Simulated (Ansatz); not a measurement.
# What a change does: single-point calculation on ZrS2

System: ZrS2 (P-3m1, 3 atoms in the cell).
Method of run 1: DFT PBE+D3(BJ), scalar-relativistic, plane waves, PAW, no spin polarisation (Ansatz 0.2.0).

The structure derives from an entry of the Crystallography Open Database. Text and figures count atoms from 1; the logs count them from 0 in places.

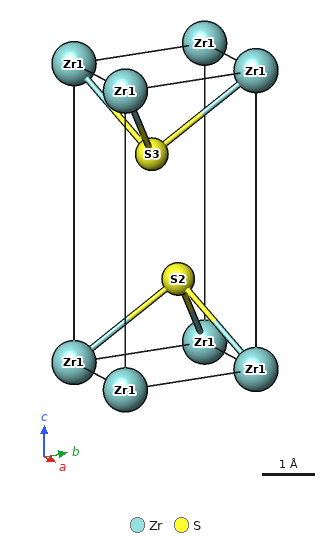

The structure as given in the input (ball-and-stick view of the cell of the calculation, seen slightly off an axis; atoms are numbered from 1 in the order of the input). An atom can appear more than once, as a periodic image. Near neighbours in the periodic cell (some may lie outside the picture): Zr has 6 S at 2.61 Å; S has 3 Zr at 2.61 Å.

### Input file, run 1
```yaml
crystal:
  lattice:
    - [3.6299990406, 0.0, 0.0]
    - [-1.8149995203, 3.1436713848, 0.0]
    - [0.0, 0.0, 5.85]
  atoms:
    - { symbol: Zr, position: [0.0, 0.0, 0.0] }
    - { symbol: S, position: [0.3333333333, 0.6666666667, 0.2645846154] }
    - { symbol: S, position: [0.6666666667, 0.3333333333, 0.7354153846] }
basis:
  ecutwfc: 420
kpoints:
  mp_grid: { grid: [12, 12, 6] }
hamiltonian:
  xc: pbe
  dispersion: d3bj
scf:
  occupations: { method: gaussian, width: 0.05 }
output:
  forces: true
  stress: true
  eigenvalues: true
```

Launched with:
```bash
ansatz run input.yaml --threads 2 --pin off --max-ram 5120MiB --backend cpu --events-out ev --progress --plain --runs-dir out
```

Hardware: 2 threads of Intel Xeon (Granite Rapids), 192 GiB of memory available, shared host.

### Output, shortened to warnings, some set-up lines, iterations and results (run 1)
```
Basis set: ecut = 420 eV, 1303 PW (Γ), exchange–correlation on 50×50×80 points (8 copies of the dense FFT grid, shifted against one another)
Symmetry: 12 space group operations
k-points: 100 of 864
Initial density: superposition of atomic densities (neutral atoms: chi_scale 0, normalization atom), corrected by the library's trained network
[...]
SCF iter   1: F=—  HF=-5993.589173 eV  |F-HF|=—  |Δ(HF+E_count)|=         —  Δρ=1.18e-3  dr2=9.81e-4  ethr=1.77e-3  ⟨swp⟩=5.3  Hψ=8767  notcnv=0
SCF iter   2: F=—  HF=-5993.588572 eV  |F-HF|=—  |Δ(HF+E_count)|=   6.01e-4  Δρ=6.37e-4  dr2=2.70e-4  ethr=4.09e-6  ⟨swp⟩=2.4  Hψ=3230  notcnv=0
SCF iter   3: F=—  HF=-5993.588727 eV  |F-HF|=—  |Δ(HF+E_count)|=   1.56e-4  Δρ=1.39e-4  dr2=2.62e-5  ethr=1.13e-6  ⟨swp⟩=2.0  Hψ=2240  notcnv=0
SCF iter   4: F=—  HF=-5993.588687 eV  |F-HF|=—  |Δ(HF+E_count)|=   4.04e-5  Δρ=7.43e-5  dr2=8.93e-6  ethr=1.09e-7  ⟨swp⟩=2.0  Hψ=2197  notcnv=0
SCF iter   5: F=—  HF=-5993.588687 eV  |F-HF|=—  |Δ(HF+E_count)|=   4.08e-8  Δρ=4.21e-5  dr2=2.98e-6  ethr=3.72e-8  ⟨swp⟩=1.0  Hψ=1600  notcnv=0
SCF iter   6: F=—  HF=-5993.588687 eV  |F-HF|=—  |Δ(HF+E_count)|=   2.23e-7  Δρ=1.97e-5  dr2=6.84e-7  ethr=1.24e-8  ⟨swp⟩=1.0  Hψ=1602  notcnv=0
SCF iter   7: F=-5993.588687 eV  HF=-5993.588687 eV  |F-HF|=1.24e-9  |Δ(HF+E_count)|=   9.13e-8  Δρ=1.39e-6  dr2=2.54e-9  ethr=4.17e-10  ⟨swp⟩=3.2  Hψ=6288  notcnv=0
SCF 1 converged in 7 iterations: F = -5993.588687 eV  dr2 = 2.54e-9
SCF converged after 7 iterations
Free energy (F): -5993.588687 eV
Harris-Foulkes:  -5993.588687 eV  (|F-HF|=1.24e-9)
Internal energy: -5993.588687 eV  (E = F + TS)
E sigma→0 (E₀):  -5993.588687 eV
Fermi energy:    7.782019 eV
--- Per-component energies (eV) ---
  E_band       = -157.194712
  E_kinetic    = 544.229281
  E_local      = -1206.953009  (includes V_loc(G=0)·N_el)
  E_nonlocal   = 134.683336
  E_hartree    = 412.953881
  E_xc         = -356.055984
  E_vxc        = -365.915231  (∫ρ·V_xc dr)
  E_paw        = -4153.738890  (= ΣΔE_a)
  E_vpaw       = -89.145819  (= ΣTr[D̂ρ^β])
  E_aug_tail   = 0.000027  (compensation charges beyond the density's cutoff)
  E_ewald      = -1367.639080
  E_disp       = -1.068250  (pairwise vdW)
  E_smearing   = -0.000000  (= −TS)
  E_closure    = -0.000000  (closes the sum)
  Σ components = -5993.588687   (vs F -5993.588687, Δ=0.00e0)
--- Forces (eV/Å), atoms counted from 1 ---
  atom   1  Zr    -0.00000000     0.00000000     0.00000000
  atom   2  S      0.00000000    -0.00000000    -0.93220966
  atom   3  S      0.00000000     0.00000000     0.93220966
  max |Σ_I F_I| component: 1.11e-16 eV/Å
--- Stress (GPa, compression-positive) ---
       -3.312118       0.000000      -0.000000
       -0.000000      -3.312118      -0.000000
       -0.000000      -0.000000      -6.886877
  P = ⅓ Tr σ = -4.5037 GPa (-45.037 kbar)
```

The input of run 2 differs as follows (lines with − go, lines with + come):
```diff
+  convergence: { dr2_threshold: 1.0e-14 }
+  max_iter: 80
```

How does run 2 compare with run 1?

Both reach the same energy, so the change doesn't alter the result. The SCF takes 11 iterations against 7.

### Output, shortened to warnings, some set-up lines, iterations and results (run 2)
```
Basis set: ecut = 420 eV, 1303 PW (Γ), exchange–correlation on 50×50×80 points (8 copies of the dense FFT grid, shifted against one another)
Symmetry: 12 space group operations
k-points: 100 of 864
Initial density: superposition of atomic densities (neutral atoms: chi_scale 0, normalization atom), corrected by the library's trained network
[...]
SCF iter   1: F=—  HF=-5993.589173 eV  |F-HF|=—  |Δ(HF+E_count)|=         —  Δρ=1.18e-3  dr2=9.81e-4  ethr=1.77e-3  ⟨swp⟩=5.3  Hψ=8767  notcnv=0
SCF iter   2: F=—  HF=-5993.588572 eV  |F-HF|=—  |Δ(HF+E_count)|=   6.01e-4  Δρ=6.37e-4  dr2=2.70e-4  ethr=4.09e-6  ⟨swp⟩=2.4  Hψ=3230  notcnv=0
SCF iter   3: F=—  HF=-5993.588727 eV  |F-HF|=—  |Δ(HF+E_count)|=   1.56e-4  Δρ=1.39e-4  dr2=2.62e-5  ethr=1.13e-6  ⟨swp⟩=2.0  Hψ=2240  notcnv=0
SCF iter   4: F=—  HF=-5993.588686 eV  |F-HF|=—  |Δ(HF+E_count)|=   4.11e-5  Δρ=7.43e-5  dr2=8.93e-6  ethr=1.09e-7  ⟨swp⟩=2.0  Hψ=2198  notcnv=0
SCF iter   5: F=—  HF=-5993.588687 eV  |F-HF|=—  |Δ(HF+E_count)|=   4.97e-7  Δρ=4.21e-5  dr2=2.98e-6  ethr=3.72e-8  ⟨swp⟩=1.0  Hψ=1600  notcnv=0
SCF iter   6: F=—  HF=-5993.588687 eV  |F-HF|=—  |Δ(HF+E_count)|=   1.59e-7  Δρ=1.97e-5  dr2=6.84e-7  ethr=1.24e-8  ⟨swp⟩=1.0  Hψ=1602  notcnv=0
SCF iter   7: F=—  HF=-5993.588687 eV  |F-HF|=—  |Δ(HF+E_count)|=   2.31e-8  Δρ=1.42e-6  dr2=2.64e-9  ethr=2.85e-9  ⟨swp⟩=2.2  Hψ=2123  notcnv=0
SCF iter   8: F=—  HF=-5993.588687 eV  |F-HF|=—  |Δ(HF+E_count)|=   2.34e-9  Δρ=4.74e-7  dr2=1.48e-10  ethr=1.10e-11  ⟨swp⟩=2.0  Hψ=2493  notcnv=0
SCF iter   9: F=—  HF=-5993.588687 eV  |F-HF|=—  |Δ(HF+E_count)|=  2.48e-10  Δρ=8.62e-8  dr2=9.33e-12  ethr=6.18e-13 (applied; sched 1.00e-12)  ⟨swp⟩=2.0  Hψ=2337  notcnv=0
SCF iter  10: F=—  HF=-5993.588687 eV  |F-HF|=—  |Δ(HF+E_count)|=  1.36e-11  Δρ=1.66e-8  dr2=2.07e-13  ethr=3.89e-14 (applied; sched 1.00e-12)  ⟨swp⟩=2.0  Hψ=2360  notcnv=0
SCF iter  11: F=-5993.588687 eV  HF=-5993.588687 eV  |F-HF|=9.09e-13  |Δ(HF+E_count)|=  9.09e-13  Δρ=2.92e-9  dr2=9.40e-15  ethr=1.00e-12  ⟨swp⟩=3.0  Hψ=6481  notcnv=0
SCF 1 converged in 11 iterations: F = -5993.588687 eV  dr2 = 9.40e-15
SCF converged after 11 iterations
Free energy (F): -5993.588687 eV
Harris-Foulkes:  -5993.588687 eV  (|F-HF|=9.09e-13)
Internal energy: -5993.588687 eV  (E = F + TS)
E sigma→0 (E₀):  -5993.588687 eV
Fermi energy:    7.782037 eV
--- Per-component energies (eV) ---
  E_band       = -157.194189
  E_kinetic    = 544.229092
  E_local      = -1206.952271  (includes V_loc(G=0)·N_el)
  E_nonlocal   = 134.683277
  E_hartree    = 412.953323
  E_xc         = -356.055932
  E_vxc        = -365.915169  (∫ρ·V_xc dr)
  E_paw        = -4153.738873  (= ΣΔE_a)
  E_vpaw       = -89.145793  (= ΣTr[D̂ρ^β])
  E_aug_tail   = 0.000027  (compensation charges beyond the density's cutoff)
  E_ewald      = -1367.639080
  E_disp       = -1.068250  (pairwise vdW)
  E_smearing   = -0.000000  (= −TS)
  E_closure    = 0.000000  (closes the sum)
  Σ components = -5993.588687   (vs F -5993.588687, Δ=0.00e0)
--- Forces (eV/Å), atoms counted from 1 ---
  atom   1  Zr    -0.00000000     0.00000000     0.00000000
  atom   2  S      0.00000000    -0.00000000    -0.93220043
  atom   3  S      0.00000000     0.00000000     0.93220043
  max |Σ_I F_I| component: 2.22e-16 eV/Å
--- Stress (GPa, compression-positive) ---
       -3.312005       0.000000      -0.000000
        0.000000      -3.312005      -0.000000
       -0.000000      -0.000000      -6.886870
  P = ⅓ Tr σ = -4.5036 GPa (-45.036 kbar)
```

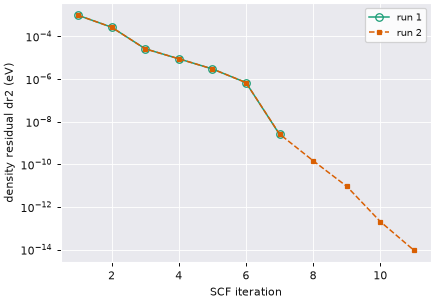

Convergence of the two runs: density residual dr2 against the SCF iteration. Run 1 takes 7 iterations in all, and run 2 takes 11.

### The two runs side by side

```csv
quantity,run 1,run 2
outcome,converged,converged
free energy per atom (eV),−1997.8629,−1997.8629
gap on the mesh (eV),0.51,0.51
pressure (GPa),−4.50,−4.50
largest force (eV/Å),0.932,0.932
SCF iterations,7,11
irreducible k-points,100,100
plane waves at Γ,1303,1303
wall time (shared host),1.8 s,2.2 s
```

For run 2: A setting was made wrong on purpose: an extremely tight threshold (`scf.convergence.dr2_threshold`). The threshold was met all the same, at the cost of more iterations.
